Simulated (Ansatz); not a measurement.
SnO2 (slab)

Input

```
crystal:
  lattice:
    - [3.1904916916, 0.0, 0.0]
    - [0.0, 6.6783098408, 0.0]
    - [0.0, 0.0, 27.6077324965]
  atoms:
    - { symbol: O, position: [0.0, 0.0, 0.2716630205] }
    - { symbol: Sn, position: [0.0, 0.5, 0.3185750177] }
    - { symbol: Sn, position: [0.5, 0.0, 0.3185750177] }
    - { symbol: O, position: [0.5, 0.3060686164, 0.3185750177] }
    - { symbol: O, position: [0.5, 0.6939313836, 0.3185750177] }
    - { symbol: O, position: [0.0, 0.0, 0.3654870148] }
    - { symbol: O, position: [0.0, 0.5, 0.3926130088] }
    - { symbol: Sn, position: [0.0, 0.0, 0.4395250059] }
    - { symbol: Sn, position: [0.5, 0.5, 0.4395250059] }
    - { symbol: O, position: [0.5, 0.8060686164, 0.4395250059] }
    - { symbol: O, position: [0.5, 0.1939313836, 0.4395250059] }
    - { symbol: O, position: [0.0, 0.5, 0.486437003] }
    - { symbol: O, position: [0.0, 0.0, 0.513562997] }
    - { symbol: Sn, position: [0.0, 0.5, 0.5604749941] }
    - { symbol: Sn, position: [0.5, 0.0, 0.5604749941] }
    - { symbol: O, position: [0.5, 0.3060686164, 0.5604749941] }
    - { symbol: O, position: [0.5, 0.6939313836, 0.5604749941] }
    - { symbol: O, position: [0.0, 0.0, 0.6073869912] }
    - { symbol: O, position: [0.0, 0.5, 0.6345129852] }
    - { symbol: Sn, position: [0.0, 0.0, 0.6814249823] }
    - { symbol: Sn, position: [0.5, 0.5, 0.6814249823] }
    - { symbol: O, position: [0.5, 0.8060686164, 0.6814249823] }
    - { symbol: O, position: [0.5, 0.1939313836, 0.6814249823] }
    - { symbol: O, position: [0.0, 0.5, 0.7283369795] }
basis:
  ecutwfc: 420
kpoints:
  mp_grid: { grid: [8, 4, 1] }
hamiltonian:
  xc: lda
scf:
  occupations: { method: gaussian, width: 0.05 }
output:
  forces: true
  eigenvalues: true
  write_density: true
  write_potential: true
  elf: true
  volumetric_format: npy
relax:
  adjacent_minimum: "off"
  f_tol: 0.02
  max_steps: 60
efield:
  axis: 3
  dipole_correction: true
```

Run with:

```sh
ansatz run input.yaml --threads 2 --pin off --max-ram 5120MiB --backend cpu --events-out ev --progress --plain --runs-dir out
```

The fields are those of the relaxed geometry.

The calculation used DFT LDA, scalar-relativistic, plane waves, PAW (Ansatz 0.2.0).

In a PAW calculation such maps are meaningful between the atoms, not at the nuclei.

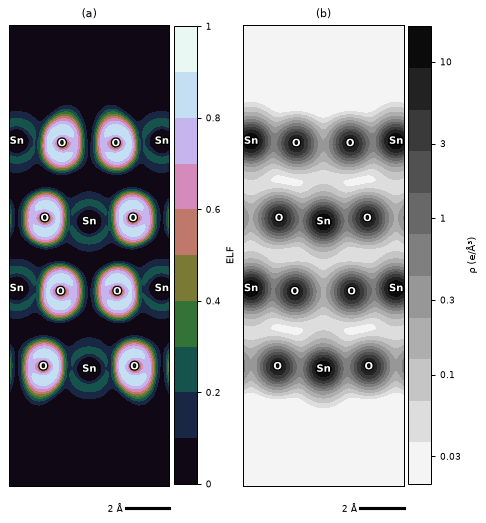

Figure 1. (a) ELF; (b) valence charge density (pseudo) on the (100) plane of the calculation cell, a cut from vacuum to vacuum.

> Interpret the plot.

- Atoms in the plane: Sn and O.
- Sn–O (2.04 Å): ρ at the midpoint is about 0.7 e/Å³; the ELF peaks at about 0.80 in the valence shell of O, 0.6 Å from its nucleus, and is about 0.25 at the midpoint: no localised pair shows between them.
- Sn–O (2.10 Å): ρ is about 0.6 e/Å³ halfway; the ELF peaks at about 0.85 in the valence shell of O, 0.6 Å from its nucleus, and is about 0.20 at the midpoint: no localised pair shows between them.
- The density dies away to nearly zero in the vacuum.
- The ELF also peaks beside O, away from the bonds: lone-pair regions.

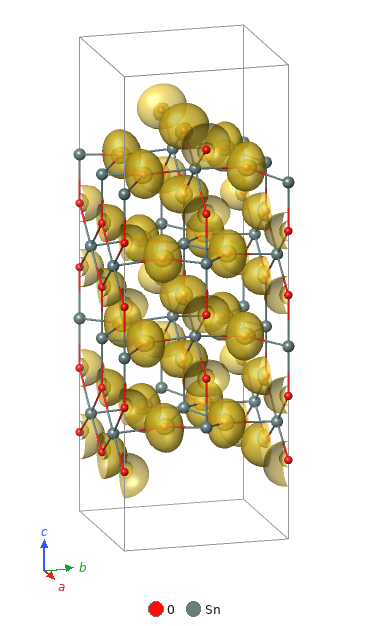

Figure 2. Isosurface of the electron localisation function at 0.7 (yellow), seen slightly off an axis. Core shells and regions of very low density are left out. Sticks mark near contacts.

> Describe the localisation domains.

At this value the surface marks out 16 regions wrapped around O (the valence shell of each), counted in one cell of 24 atoms. Counts are for one cell; the picture repeats the cell along the surface.


Sn–O (1.97 Å): the ELF peaks at about 0.80 in the valence shell of O, 0.6 Å from its nucleus, and is about 0.30 at the midpoint; no shared electron pair shows on this line. Sn–O (2.03 Å): the ELF peaks at about 0.80 in the valence shell of O, 0.6 Å from its nucleus, and is about 0.25 at the midpoint: no localised pair shows between them.

> Does the calculation make it a metal, or give it a gap?

It is gapped, with a Kohn–Sham gap of 0.98 eV on the k-point mesh, an upper bound to the gap of this method.
